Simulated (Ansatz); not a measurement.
# Ni: one change and its effect

System: Ni (1 atom in the cell).
Method of run 1: DFT, r2SCAN, PAW, plane waves, scalar-relativistic, no spin polarisation (Ansatz 0.2.0).

The structure derives from an entry of the Crystallography Open Database. Text and figures count atoms from 1; the logs count them from 0 in places.

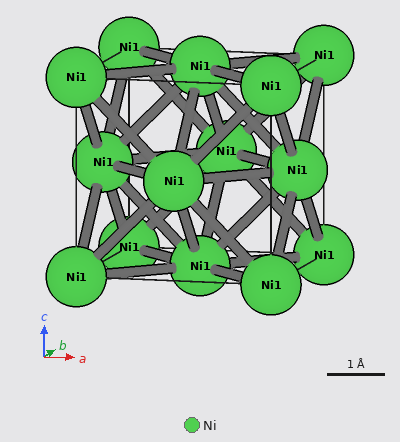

**Figure 1.** The input geometry (ball-and-stick view of the cell 4 times as large as that of the calculation, set on its symmetry axes, seen slightly off an axis; atoms are numbered from 1 in the order of the input). Near neighbours in the crystal (not all of them lie inside the picture): Ni has 12 Ni at 2.51 Å.

### The input, run 1
```yaml
crystal:
  lattice:
    - [0.0, 1.77565, 1.77565]
    - [1.77565, 0.0, 1.77565]
    - [1.77565, 1.77565, 0.0]
  atoms:
    - { symbol: Ni, position: [0.0, 0.0, 0.0] }
hamiltonian:
  xc: r2scan
  pseudopotentials: { kind: paw }
basis:
  ecutwfc: 500
kpoints:
  mp_grid: { grid: [13, 13, 13] }
scf:
  occupations: { method: fermi_dirac, width: 0.1 }
  lower_state_search: "off"
  algorithm: density_mixing
  max_iter: 70
  mixing: { algorithm: anderson, ndim: 8, beta: 1.0, preconditioner: kerker }
output:
  forces: true
  stress: true
```

Command:
```bash
ansatz run input.yaml --threads 2 --pin off --max-ram 5120MiB --backend cpu --events-out ev --progress --plain --runs-dir out
```

Hardware: 2 threads of Arm Neoverse V1, 24 GiB of memory available, shared host.

### Output, shortened to warnings, some set-up lines, iterations and results (run 1)
```
Basis set: ecut = 500 eV, 283 PW (Γ), exchange–correlation on 80×80×80 points (64 copies of the dense FFT grid, shifted against one another)
Symmetry: 48 space group operations
k-points: 84 of 2197
Initial density: superposition of atomic densities (neutral atoms: chi_scale 0, normalization atom), corrected by the library's trained network
[...]
SCF iter   1: F=-5845.164962 eV  HF=-5845.127266 eV  |F-HF|=3.77e-2  |Δ(HF+E_count)|=         —  Δρ=2.00e-2  dr2=2.53e-2  dr2_τ=2.79e-2  ethr=1.77e-3  ⟨swp⟩=5.4  Hψ=6045  …
SCF iter   2: F=-5845.161486 eV  HF=-5845.178176 eV  |F-HF|=1.67e-2  |Δ(HF+E_count)|=   5.09e-2  Δρ=1.55e-2  dr2=1.05e-2  dr2_τ=4.66e-4  ethr=1.40e-4  ⟨swp⟩=2.7  Hψ=3273  …
SCF iter   3: F=-5845.144702 eV  HF=-5845.182963 eV  |F-HF|=3.83e-2  |Δ(HF+E_count)|=   4.79e-3  Δρ=2.36e-2  dr2=3.31e-2  dr2_τ=1.51e-4  ethr=5.84e-5  ⟨swp⟩=2.5  Hψ=2602  …
SCF iter   4: F=-5845.173935 eV  HF=-5845.174886 eV  |F-HF|=9.51e-4  |Δ(HF+E_count)|=   8.08e-3  Δρ=2.86e-3  dr2=5.19e-4  dr2_τ=8.74e-6  ethr=5.84e-5  ⟨swp⟩=2.3  Hψ=2512  …
SCF iter   5: F=-5845.173966 eV  HF=-5845.174904 eV  |F-HF|=9.37e-4  |Δ(HF+E_count)|=   1.72e-5  Δρ=3.85e-3  dr2=8.62e-4  dr2_τ=3.61e-6  ethr=2.89e-6  ⟨swp⟩=2.0  Hψ=2386  …
SCF iter   6: F=-5845.174690 eV  HF=-5845.174705 eV  |F-HF|=1.47e-5  |Δ(HF+E_count)|=   1.99e-4  Δρ=5.60e-4  dr2=2.01e-5  dr2_τ=4.66e-8  ethr=2.89e-6  ⟨swp⟩=2.2  Hψ=1973  …
SCF iter   7: F=-5845.174693 eV  HF=-5845.174698 eV  |F-HF|=4.93e-6  |Δ(HF+E_count)|=   7.06e-6  Δρ=2.64e-4  dr2=3.92e-6  dr2_τ=2.90e-8  ethr=1.12e-7  ⟨swp⟩=1.1  Hψ=1114  …
SCF iter   8: F=-5845.174697 eV  HF=-5845.174697 eV  |F-HF|=2.16e-8  |Δ(HF+E_count)|=   1.10e-6  Δρ=2.61e-5  dr2=4.61e-8  dr2_τ=2.29e-10  ethr=5.56e-10  ⟨swp⟩=4.1  Hψ=5127  …
SCF 1 converged in 8 iterations: F = -5845.174697 eV  dr2 = 4.61e-8
SCF converged after 8 iterations
Stability not checked: this state was not tested for a lower state beside it, because the mixer in use, unlike msr1, does not test its closes by its own steps (another_mixer; see scf.mixing.algorithm and scf.lower_state_search)
Free energy (F): -5845.174697 eV
Harris-Foulkes:  -5845.174697 eV  (|F-HF|=2.16e-8)
Internal energy: -5845.086192 eV  (E = F + TS)
E sigma→0 (E₀):  -5845.130444 eV
Entropy (-TS):   -0.088505 eV (-88.505 meV/atom)
Fermi energy:    17.120894 eV
--- Per-component energies (eV) ---
  E_band       = -319.298592
  E_kinetic    = 281.614146
  E_local      = -3493.338576  (includes V_loc(G=0)·N_el)
  E_nonlocal   = 641.542447
  E_hartree    = 1460.471640
  E_xc         = -78.214153
  E_vxc        = -116.047047  (∫ρ·V_xc dr)
  E_paw        = -1645.203316  (= ΣΔE_a)
  E_vpaw       = -562.604527  (= ΣTr[D̂ρ^β])
  E_aug_tail   = 0.000216  (compensation charges beyond the density's cutoff)
  E_vtau       = 8.574841  (kinetic-family band-sum trace: ∫τ·v_τ [+ j·A + Jᵃ·Aᵃ] dr)
  E_ewald      = -3011.658527
  E_core_change = -0.300069  (= ΣΔE_core)
  E_smearing   = -0.088505  (= −TS)
  E_closure    = 0.000000  (closes the sum)
  Σ components = -5845.174697   (vs F -5845.174697, Δ=0.00e0)
--- Forces (eV/Å), atoms counted from 1 ---
  atom   1  Ni    -0.00000000     0.00000000     0.00000000
  max |Σ_I F_I| component: 4.11e-33 eV/Å
--- Stress (GPa, compression-positive) ---
      -13.818181      -0.000000       0.000000
        0.000000     -13.818181       0.000000
       -0.000000      -0.000000     -13.818181
  P = ⅓ Tr σ = -13.8182 GPa (-138.182 kbar)
```

The input of run 2 differs as follows (lines with − go, lines with + come):
```diff
-  mixing: { algorithm: anderson, ndim: 8, beta: 1.0, preconditioner: kerker }
+  mixing: { algorithm: broyden, beta: 0.7, preconditioner: ldos }
```

What does this change do to the results?

Both reach the same energy, so the change doesn't alter the result. The SCF takes 7 iterations against 8.

### Output, shortened to warnings, some set-up lines, iterations and results (run 2)
```
Basis set: ecut = 500 eV, 283 PW (Γ), exchange–correlation on 80×80×80 points (64 copies of the dense FFT grid, shifted against one another)
Symmetry: 48 space group operations
k-points: 84 of 2197
Initial density: superposition of atomic densities (neutral atoms: chi_scale 0, normalization atom), corrected by the library's trained network
[...]
SCF iter   1: F=-5845.164962 eV  HF=-5845.127266 eV  |F-HF|=3.77e-2  |Δ(HF+E_count)|=         —  Δρ=2.00e-2  dr2=2.53e-2  dr2_τ=2.79e-2  ethr=1.77e-3  ⟨swp⟩=5.4  Hψ=6045  …
SCF iter   2: F=-5845.161974 eV  HF=-5845.177791 eV  |F-HF|=1.58e-2  |Δ(HF+E_count)|=   5.05e-2  Δρ=1.46e-2  dr2=1.14e-2  dr2_τ=2.53e-4  ethr=1.40e-4  ⟨swp⟩=2.5  Hψ=3041  …
SCF iter   3: F=-5845.160987 eV  HF=-5845.178373 eV  |F-HF|=1.74e-2  |Δ(HF+E_count)|=   5.82e-4  Δρ=1.78e-2  dr2=1.97e-2  dr2_τ=5.45e-5  ethr=6.34e-5  ⟨swp⟩=2.0  Hψ=2441  …
SCF iter   4: F=-5845.173913 eV  HF=-5845.174895 eV  |F-HF|=9.82e-4  |Δ(HF+E_count)|=   3.48e-3  Δρ=4.28e-3  dr2=1.17e-3  dr2_τ=3.98e-6  ethr=6.34e-5  ⟨swp⟩=2.3  Hψ=2116  …
SCF iter   5: F=-5845.174666 eV  HF=-5845.174705 eV  |F-HF|=3.92e-5  |Δ(HF+E_count)|=   1.90e-4  Δρ=8.42e-4  dr2=4.07e-5  dr2_τ=2.42e-7  ethr=6.48e-6  ⟨swp⟩=2.1  Hψ=1837  …
SCF iter   6: F=-5845.174696 eV  HF=-5845.174697 eV  |F-HF|=9.24e-7  |Δ(HF+E_count)|=   8.27e-6  Δρ=1.40e-4  dr2=1.11e-6  dr2_τ=6.28e-9  ethr=2.26e-7  ⟨swp⟩=2.5  Hψ=1727  …
SCF iter   7: F=-5845.174697 eV  HF=-5845.174697 eV  |F-HF|=3.02e-9  |Δ(HF+E_count)|=   1.49e-7  Δρ=7.99e-6  dr2=3.50e-9  dr2_τ=3.53e-10  ethr=5.56e-10  ⟨swp⟩=3.9  Hψ=4951  …
SCF 1 converged in 7 iterations: F = -5845.174697 eV  dr2 = 3.50e-9
SCF converged after 7 iterations
Stability not checked: this state was not tested for a lower state beside it, because the mixer in use, unlike msr1, does not test its closes by its own steps (another_mixer; see scf.mixing.algorithm and scf.lower_state_search)
Free energy (F): -5845.174697 eV
Harris-Foulkes:  -5845.174697 eV  (|F-HF|=3.02e-9)
Internal energy: -5845.086193 eV  (E = F + TS)
E sigma→0 (E₀):  -5845.130445 eV
Entropy (-TS):   -0.088504 eV (-88.504 meV/atom)
Fermi energy:    17.120660 eV
--- Per-component energies (eV) ---
  E_band       = -319.302673
  E_kinetic    = 281.613665
  E_local      = -3493.355276  (includes V_loc(G=0)·N_el)
  E_nonlocal   = 641.547534
  E_hartree    = 1460.485088
  E_xc         = -78.213535
  E_vxc        = -116.046095  (∫ρ·V_xc dr)
  E_paw        = -1645.205289  (= ΣΔE_a)
  E_vpaw       = -562.603409  (= ΣTr[D̂ρ^β])
  E_aug_tail   = 0.000216  (compensation charges beyond the density's cutoff)
  E_vtau       = 8.574753  (kinetic-family band-sum trace: ∫τ·v_τ [+ j·A + Jᵃ·Aᵃ] dr)
  E_ewald      = -3011.658527
  E_core_change = -0.300069  (= ΣΔE_core)
  E_smearing   = -0.088504  (= −TS)
  E_closure    = -0.000000  (closes the sum)
  Σ components = -5845.174697   (vs F -5845.174697, Δ=0.00e0)
--- Forces (eV/Å), atoms counted from 1 ---
  atom   1  Ni     0.00000000     0.00000000    -0.00000000
  max |Σ_I F_I| component: 1.15e-31 eV/Å
--- Stress (GPa, compression-positive) ---
      -13.814535       0.000000       0.000000
       -0.000000     -13.814535       0.000000
        0.000000       0.000000     -13.814535
  P = ⅓ Tr σ = -13.8145 GPa (-138.145 kbar)
```

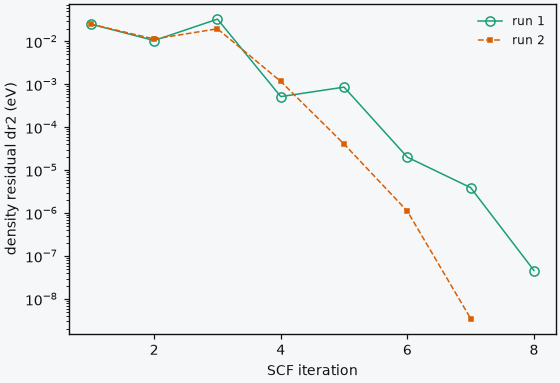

**Figure 2.** Convergence of the two runs: density residual dr2 against the SCF iteration. Run 1 takes 8 iterations in all, and run 2 takes 7.

### The two runs side by side

| quantity | run 1 | run 2 |
| --- | --- | --- |
| outcome | converged | converged |
| free energy per atom (eV) | −5845.1747 | −5845.1747 |
| energy per atom, smearing taken to zero (eV) | −5845.1304 | −5845.1304 |
| pressure (GPa) | −13.82 | −13.81 |
| largest force (eV/Å) | 0.000 | 0.000 |
| SCF iterations | 8 | 7 |
| irreducible k-points | 84 | 84 |
| plane waves at Γ | 283 | 283 |
| wall time (shared host) | 1.3 s | 1.3 s |

For both runs: The run has no spin polarisation, so a magnetic state may lie lower. The cell is under a tension of 13.8 GPa at this level, so it is not at its equilibrium volume.
